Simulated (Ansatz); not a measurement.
# SrTiO$_{3}$: geometry relaxation (part 2 of 2)

The same run, continued: SrTiO$_{3}$ (Pm-3m, 10 atoms in the cell); DFT with r2SCAN, PAW plane waves, no spin polarisation (Ansatz 0.2.0); cutoff 500 eV, 4×6×6 k-mesh, Fermi–Dirac smearing. The structure derives from an entry of the Crystallography Open Database.

Geometry of the input (Å; fractional positions):
```
7.7508  0.0000  0.0000
0.0000  3.8754  0.0000
0.0000  0.0000  3.8754
Sr 0.2500  0.5000  0.5000
Sr 0.7500  0.5000  0.5000
Ti 0.0000  0.0000  0.0000
Ti 0.5000  0.0000  0.0000
O  0.2500  0.0000  0.0000
O  0.7500  0.0000  0.0000
O  0.0000  0.5000  0.0000
O  0.5000  0.5000  0.0000
O  0.0000  0.0000  0.5000
O  0.5000  0.0000  0.5000
```

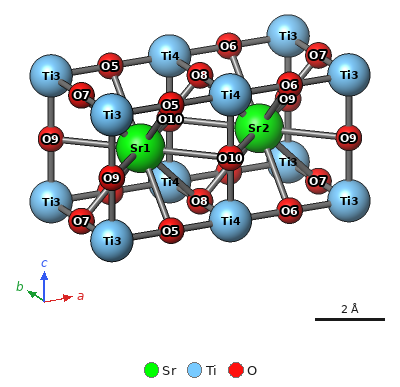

The geometry at step 2 of the log (ball-and-stick view of the cell of the calculation, seen at an oblique angle; atoms are numbered from 1 in the order of the input).

**The program's output, continued**
```
SCF iter   1: F=-15549.445075 eV  HF=-15549.444925 eV  |F-HF|=1.50e-4  |Δ(HF+E_count)|=         —  Δρ=1.85e-4  dr2=3.05e-5  dr2_τ=1.81e-4  ethr=4.38e-8  ⟨swp⟩=2.0  Hψ=6672  notcnv=0
preconditioner: auto → Resta (q_TF=auto, 2.553 Å⁻¹)  ε∞=5.2  [insulator: Δε(μ)=2.259 eV  Ē_g=12.928 eV  σ=0.100 eV  W_gap=1.00  n_scr=38 (ndim 8)  ℏωp=26.3 eV  f_vac=0.000  D(μ)=0.00/eV (n_scr^D=0)  ε∞_Penn≈5.2]
SCF iter   2: F=-15549.445092 eV  HF=-15549.445093 eV  |F-HF|=3.66e-7  |Δ(HF+E_count)|=   1.67e-4  Δρ=6.63e-5  dr2=3.61e-6  dr2_τ=9.88e-7  ethr=3.81e-8  ⟨swp⟩=2.0  Hψ=2694  notcnv=0
SCF iter   3: F=-15549.445093 eV  HF=-15549.445093 eV  |F-HF|=5.38e-8  |Δ(HF+E_count)|=   4.07e-7  Δρ=3.47e-5  dr2=9.58e-7  dr2_τ=7.98e-8  ethr=4.51e-9  ⟨swp⟩=2.6  Hψ=2520  notcnv=0
SCF iter   4: F=-15549.445093 eV  HF=-15549.445093 eV  |F-HF|=2.63e-8  |Δ(HF+E_count)|=   1.80e-7  Δρ=1.03e-5  dr2=9.90e-8  dr2_τ=1.24e-8  ethr=3.44e-10  ⟨swp⟩=11.3  Hψ=10763  notcnv=0
SCF 3 converged in 4 iterations: F = -15549.445093 eV  dr2 = 9.90e-8
relax step   3: F+E_penalty+E_count = -15549.44509335 eV  Δ(F+E_penalty+E_count) = -1.211e-4 eV  max|allowed force component| = 4.741e-29 eV/Å  Δτ_max = 0.0000 Å  P = +0.013 GPa  Ω = 119.270 Å³  energy of the carried Pulay correction = -1.353e-3 eV  (4 SCF iters, dr2 threshold 2.76e-7 eV, accepted)
Initial wavefunctions: pseudopotential atomic-orbital guess (no wavefunctions were taken with the density)
iter 1 solved again at ethr=3.70e-7 eV; its pass at ethr=3.10e-3 eV (dr2=2.96e-4 eV) is discarded
SCF iter   1: F=-15549.446360 eV  HF=-15549.446182 eV  |F-HF|=1.79e-4  |Δ(HF+E_count)|=         —  Δρ=2.19e-4  dr2=1.52e-6  dr2_τ=2.90e-6  ethr=3.70e-7  ⟨swp⟩=3.8  Hψ=10942  notcnv=0
preconditioner: auto → Resta (q_TF=auto, 2.553 Å⁻¹)  ε∞=5.1  [insulator: Δε(μ)=2.261 eV  Ē_g=12.929 eV  σ=0.100 eV  W_gap=1.00  n_scr=38 (ndim 8)  ℏωp=26.3 eV  f_vac=0.000  D(μ)=0.00/eV (n_scr^D=0)  ε∞_Penn≈5.1]
SCF iter   2: F=-15549.446364 eV  HF=-15549.446314 eV  |F-HF|=5.03e-5  |Δ(HF+E_count)|=   1.32e-4  Δρ=1.11e-4  dr2=3.97e-7  dr2_τ=8.71e-6  ethr=1.90e-9  ⟨swp⟩=2.4  Hψ=2677  notcnv=0
SCF iter   3: F=-15549.446365 eV  HF=-15549.446364 eV  |F-HF|=2.35e-7  |Δ(HF+E_count)|=   5.08e-5  Δρ=1.18e-5  dr2=8.14e-8  dr2_τ=4.89e-8  ethr=4.96e-10  ⟨swp⟩=2.0  Hψ=2640  notcnv=0
SCF iter   4: F=-15549.446365 eV  HF=-15549.446365 eV  |F-HF|=1.78e-8  |Δ(HF+E_count)|=   2.65e-7  Δρ=3.35e-6  dr2=6.41e-9  dr2_τ=3.48e-9  ethr=1.02e-10  ⟨swp⟩=2.0  Hψ=2379  notcnv=0
SCF iter   5: F=-15549.446365 eV  HF=-15549.446365 eV  |F-HF|=1.79e-9  |Δ(HF+E_count)|=   2.33e-8  Δρ=1.13e-6  dr2=6.83e-10  dr2_τ=1.61e-10  ethr=8.01e-12  ⟨swp⟩=2.0  Hψ=2452  notcnv=0
SCF iter   6: F=-15549.446365 eV  HF=-15549.446365 eV  |F-HF|=4.18e-11  |Δ(HF+E_count)|=   1.52e-9  Δρ=2.95e-7  dr2=8.76e-11  dr2_τ=1.14e-11  ethr=1.00e-12  ⟨swp⟩=9.5  Hψ=8724  notcnv=0
SCF 4 converged in 6 iterations: F = -15549.446365 eV  dr2 = 8.76e-11
relax step   4: F+E_penalty+E_count = -15549.44636462 eV  Δ(F+E_penalty+E_count) = -1.271e-3 eV  max|allowed force component| = 1.597e-29 eV/Å  Δτ_max = 0.0000 Å  P = +0.006 GPa  Ω = 119.270 Å³  stress off target by 6.27e-3 GPa  SCF on the basis re-selected at this cell (its energy is not comparable with the rows above)  (6 SCF iters)
basis re-selected at this cell: Δ(F+E_penalty+E_count) = -1.271e-3 eV, ΔP = -0.007 GPa vs the last step (what re-selecting the basis moved, of the pressure what is left beyond the Pulay correction that the steps carried, after the strain that the cell walked since its last selection, with what the two solves' SCF thresholds leave and, on support functions, any second-order correction that the steps lacked; it is no measure of the basis error at this ecutwfc). This SCF's stress stands 6.27e-3 GPa from its target on what of the cell is left free (relax.cell.stress_tol is 5.00e-2 GPa) and its largest allowed force component is 1.60e-29 eV/Å (relax.f_tol is 1.00e-2 eV/Å): within both
SCF converged after 6 iterations
Free energy (F): -15549.446365 eV
Harris-Foulkes:  -15549.446365 eV  (|F-HF|=4.18e-11)
Internal energy: -15549.446357 eV  (E = F + TS)
E sigma→0 (E₀):  -15549.446361 eV
Entropy (-TS):   -0.000007 eV (-0.001 meV/atom)
Fermi energy:    10.804267 eV
--- Per-component energies (eV) ---
  E_band       = -484.152650
  E_kinetic    = 2103.493168
  E_local      = -4767.382070  (includes V_loc(G=0)·N_el)
  E_nonlocal   = 688.814764
  E_hartree    = 1668.289735
  E_xc         = -963.233365
  E_vxc        = -1268.653231  (∫ρ·V_xc dr)
  E_paw        = -8498.670555  (= ΣΔE_a)
  E_vpaw       = -655.216284  (= ΣTr[D̂ρ^β])
  E_aug_tail   = 0.006965  (compensation charges beyond the density's cutoff)
  E_vtau       = 78.204688  (kinetic-family band-sum trace: ∫τ·v_τ [+ j·A + Jᵃ·Aᵃ] dr)
  E_ewald      = -5779.774367
  E_core_change = -0.990633  (= ΣΔE_core)
  E_smearing   = -0.000007  (= −TS)
  E_closure    = 0.000000  (closes the sum)
  Σ components = -15549.446365   (vs F -15549.446365, Δ=0.00e0)
--- Forces (eV/Å), atoms counted from 1 ---
  atom   1  Sr     0.00000000     0.00000000     0.00000000
  atom   2  Sr     0.00000000     0.00000000     0.00000000
  atom   3  Ti     0.00000000    -0.00000000     0.00000000
  atom   4  Ti     0.00000000     0.00000000    -0.00000000
  atom   5  O     -0.00000000     0.00000000     0.00000000
  atom   6  O      0.00000000     0.00000000     0.00000000
  atom   7  O      0.00000000    -0.00000000    -0.00000000
  atom   8  O     -0.00000000    -0.00000000    -0.00000000
  atom   9  O     -0.00000000    -0.00000000    -0.00000000
  atom  10  O     -0.00000000     0.00000000    -0.00000000
  max |Σ_I F_I| component: 2.17e-29 eV/Å
--- Stress (GPa, compression-positive) ---
        0.004915       0.000000      -0.000000
        0.000000       0.006266      -0.000000
       -0.000000      -0.000000       0.006266
  P = ⅓ Tr σ = 0.0058 GPa (0.058 kbar)
--- Band table (eV; the first three rows and the last of 30) ---
  k-point 0: bands = ["-49.0465", "-49.0451", "-24.3505", "-24.2276", "-24.2276", "-24.2276", "-24.2246", "-24.2246", "-24.0996", "-24.0291", "-8.9179", "-8.7775", "-7.8181", "-7.8177", "-7.7813", "-7.4690", "-5.4773", "-5.4773", "-5.4773", "-5.4291", "-5.4291", "-4.9847", "5.2103", "6.7562", "6.7562", "6.7562", "6.7602", "6.7602", "7.1710", "7.2854", "7.2854", "7.6563", "8.4301", "8.4301", "8.4304", "8.8901", "8.8901", "9.2750", "9.2751", "9.2751", "11.9025", "11.9026", "11.9026", "12.0573", "13.7911", "13.7911", "14.2798", "14.2798", "14.2938", "15.6620"]
  k-point 1: bands = ["-49.0461", "-49.0448", "-24.3393", "-24.2657", "-24.2442", "-24.2269", "-24.2268", "-24.2239", "-24.0748", "-24.0351", "-8.7746", "-8.7672", "-7.8089", "-7.7933", "-7.7465", "-7.5617", "-5.4654", "-5.4653", "-5.4150", "-5.3618", "-5.3385", "-5.0459", "5.1973", "6.1229", "6.3998", "6.5113", "6.7437", "6.7437", "6.7685", "7.1581", "7.5950", "8.1146", "8.1148", "8.2130", "8.3900", "8.5230", "8.5473", "8.5658", "9.1273", "9.1274", "11.9400", "12.4516", "12.4517", "12.5511", "13.7927", "13.8388", "14.2847", "14.7931", "15.0527", "16.1113"]
  k-point 2: bands = ["-49.0455", "-49.0441", "-24.3247", "-24.3153", "-24.2830", "-24.2254", "-24.2253", "-24.2225", "-24.0487", "-24.0420", "-8.8544", "-8.4114", "-7.7907", "-7.7326", "-7.7314", "-7.6079", "-5.4413", "-5.4412", "-5.3865", "-5.2393", "-5.1475", "-5.0940", "5.1543", "5.2861", "5.6248", "5.6958", "6.7376", "6.7377", "6.7880", "6.9156", "7.5278", "7.5548", "7.5549", "7.8290", "7.8986", "8.0636", "8.0748", "8.9546", "8.9547", "9.3195", "12.0173", "13.3707", "13.3707", "13.4038", "13.7974", "14.0824", "14.2912", "15.2258", "16.1538", "17.0873"]
  k-point 29: bands = ["-49.0431", "-49.0431", "-24.3004", "-24.3004", "-24.3004", "-24.3004", "-24.2603", "-24.2603", "-24.0475", "-24.0475", "-7.8105", "-7.8105", "-7.6486", "-7.6486", "-7.6486", "-7.6486", "-5.5592", "-5.5592", "-5.4383", "-5.4383", "-5.4383", "-5.4383", "5.0465", "5.0465", "5.3403", "5.3403", "5.4245", "5.4245", "6.1997", "6.1997", "6.1997", "6.1997", "6.4034", "6.4034", "8.9708", "8.9708", "8.9708", "8.9708", "9.5990", "9.5990", "14.0929", "14.0929", "14.0929", "14.0929", "14.3844", "14.3844", "16.8967", "16.8967", "17.9115", "17.9115"]
--- Relaxed structure (3 steps of the walk, 3 accepted, 1 SCFs on fresh bases) ---
  F+E_penalty+E_count = -15549.44636462 eV   max|allowed force component| = 1.597e-29 eV/Å   (the final SCF, on the basis selected at the relaxed cell)
  cell:  # Å, volume = 119.2699 Å³
    - [7.813743736677613, 2.8677795018517125e-35, 4.664952422694937e-39]
    - [1.4338897509258562e-35, 3.906932239107355, 1.9107645123358462e-35]
    - [2.3324762113474685e-39, 1.9107645123358462e-35, 3.906932239107355]
  atoms:
    - { symbol: Sr, position: [0.25, 0.5, 0.5] }
    - { symbol: Sr, position: [0.7500000000000001, 0.5, 0.5] }
    - { symbol: Ti, position: [-3.639870383728832e-39, -1.8948027758197382e-35, 1.3356542288409444e-35] }
    - { symbol: Ti, position: [0.5, 5.9001540613914425e-36, 9.324513786150323e-37] }
    - { symbol: O, position: [0.25, 1.2124332417567744e-35, -5.2795940762821736e-36] }
    - { symbol: O, position: [0.7500000000000001, 1.21061330656491e-35, -5.279594076282174e-36] }
    - { symbol: O, position: [2.4859708075803966e-35, 0.5, 9.324513786150325e-37] }
    - { symbol: O, position: [0.5, 0.5, 1.6462185862693074e-35] }
    - { symbol: O, position: [-2.483968878869346e-35, 5.900154061391441e-36, 0.5] }
    - { symbol: O, position: [0.5, -1.5841246724418835e-35, 0.5] }
--- Löwdin populations: 10 sites ---
  site symbol       q [e]
     0     Sr      8.2557
     1     Sr      8.2557
     2     Ti     10.7067
     3     Ti     10.7067
     4      O      6.9124
     5      O      6.9124
     6      O      6.9125
     7      O      6.9125
     8      O      6.9125
     9      O      6.9125
  spilling = 0.007509 (of n_electrons = 80.000000)
--- Bader charges: 10 sites ---
  site symbol  charge [e]  shift [e]
     0     Sr      1.6314     0.0000
     1     Sr      1.6314     0.0000
     2     Ti      2.3392     0.0036
     3     Ti      2.3392     0.0036
     4      O     -1.3235     0.0012
     5      O     -1.3235     0.0012
     6      O     -1.3236     0.0012
     7      O     -1.3236     0.0012
     8      O     -1.3236     0.0012
     9      O     -1.3236     0.0012
  estimated error of the sums over rays = 4.4e-4 e
```

**Trajectory as extended XYZ (Å, eV, eV/Å), 4 frames, from step=1 to step=4**
```
10
Lattice="7.7508 0.0000 0.0000 0.0000 3.8754 0.0000 0.0000 0.0000 3.8754" Properties=species:S:1:pos:R:3:forces:R:3 step=1 energy=-15549.40385 pressure_GPa=4.86
Sr    1.9377    1.9377    1.9377    0.0000   0.0000   0.0000
Sr    5.8131    1.9377    1.9377    0.0000   0.0000   0.0000
Ti    0.0000    0.0000    0.0000    0.0000   0.0000   0.0000
Ti    3.8754    0.0000    0.0000    0.0000   0.0000   0.0000
O     1.9377    0.0000    0.0000    0.0000   0.0000   0.0000
O     5.8131    0.0000    0.0000    0.0000   0.0000   0.0000
O     0.0000    1.9377    0.0000    0.0000   0.0000   0.0000
O     3.8754    1.9377    0.0000    0.0000   0.0000   0.0000
O     0.0000    0.0000    1.9377    0.0000   0.0000   0.0000
O     3.8754    0.0000    1.9377    0.0000   0.0000   0.0000
10
Lattice="7.8094 0.0000 0.0000 0.0000 3.9047 0.0000 0.0000 0.0000 3.9047" Properties=species:S:1:pos:R:3:forces:R:3 step=2 energy=-15549.44497 pressure_GPa=0.33
Sr    1.9524    1.9524    1.9524    0.0000   0.0000   0.0000
Sr    5.8571    1.9524    1.9524    0.0000   0.0000   0.0000
Ti    0.0000    0.0000    0.0000    0.0000   0.0000   0.0000
Ti    3.9047    0.0000    0.0000    0.0000   0.0000   0.0000
O     1.9524    0.0000    0.0000    0.0000   0.0000   0.0000
O     5.8571    0.0000    0.0000    0.0000   0.0000   0.0000
O     0.0000    1.9524    0.0000    0.0000   0.0000   0.0000
O     3.9047    1.9524    0.0000    0.0000   0.0000   0.0000
O     0.0000    0.0000    1.9524    0.0000   0.0000   0.0000
O     3.9047    0.0000    1.9524    0.0000   0.0000   0.0000
10
Lattice="7.8137 0.0000 0.0000 0.0000 3.9069 0.0000 0.0000 0.0000 3.9069" Properties=species:S:1:pos:R:3:forces:R:3 step=3 energy=-15549.44509 pressure_GPa=0.01
Sr    1.9534    1.9535    1.9535    0.0000   0.0000   0.0000
Sr    5.8603    1.9535    1.9535    0.0000   0.0000   0.0000
Ti    0.0000    0.0000    0.0000    0.0000   0.0000   0.0000
Ti    3.9069    0.0000    0.0000    0.0000   0.0000   0.0000
O     1.9534    0.0000    0.0000    0.0000   0.0000   0.0000
O     5.8603    0.0000    0.0000    0.0000   0.0000   0.0000
O     0.0000    1.9535    0.0000    0.0000   0.0000   0.0000
O     3.9069    1.9535    0.0000    0.0000   0.0000   0.0000
O     0.0000    0.0000    1.9535    0.0000   0.0000   0.0000
O     3.9069    0.0000    1.9535    0.0000   0.0000   0.0000
10
Lattice="7.8137 0.0000 0.0000 0.0000 3.9069 0.0000 0.0000 0.0000 3.9069" Properties=species:S:1:pos:R:3:forces:R:3 step=4 energy=-15549.44636 pressure_GPa=0.01
Sr    1.9534    1.9535    1.9535    0.0000   0.0000   0.0000
Sr    5.8603    1.9535    1.9535    0.0000   0.0000   0.0000
Ti    0.0000    0.0000    0.0000    0.0000   0.0000   0.0000
Ti    3.9069    0.0000    0.0000    0.0000   0.0000   0.0000
O     1.9534    0.0000    0.0000    0.0000   0.0000   0.0000
O     5.8603    0.0000    0.0000    0.0000   0.0000   0.0000
O     0.0000    1.9535    0.0000    0.0000   0.0000   0.0000
O     3.9069    1.9535    0.0000    0.0000   0.0000   0.0000
O     0.0000    0.0000    1.9535    0.0000   0.0000   0.0000
O     3.9069    0.0000    1.9535    0.0000   0.0000   0.0000
```

**Key numbers**

```json
{"quantity": "outcome", "value": "converged"}
{"quantity": "space group (tolerance 0.01 Å)", "value": "Pm-3m (221)"}
{"quantity": "electrons treated", "value": "80"}
{"quantity": "free energy", "value": "−15549.4464 eV"}
{"quantity": "Fermi energy", "value": "10.804 eV"}
{"quantity": "pressure", "value": "0.01 GPa"}
{"quantity": "final volume", "value": "119.27 Å³"}
{"quantity": "electronic character", "value": "gap of 2.26 eV"}
{"quantity": "largest force (length of the vector) at the end", "value": "under 0.001 eV/Å"}
{"quantity": "final cell", "value": "a = 7.814 Å, b = 3.907 Å, c = 3.907 Å, α = 90.00°, β = 90.00°, γ = 90.00°"}
{"quantity": "hardware", "value": "2 threads of Arm Neoverse N1, 24 GiB of memory available, shared host"}
{"quantity": "wall time", "value": "2.7 min (CPU time 5.3 min)"}
{"quantity": "peak memory", "value": "0.75 GiB"}
```
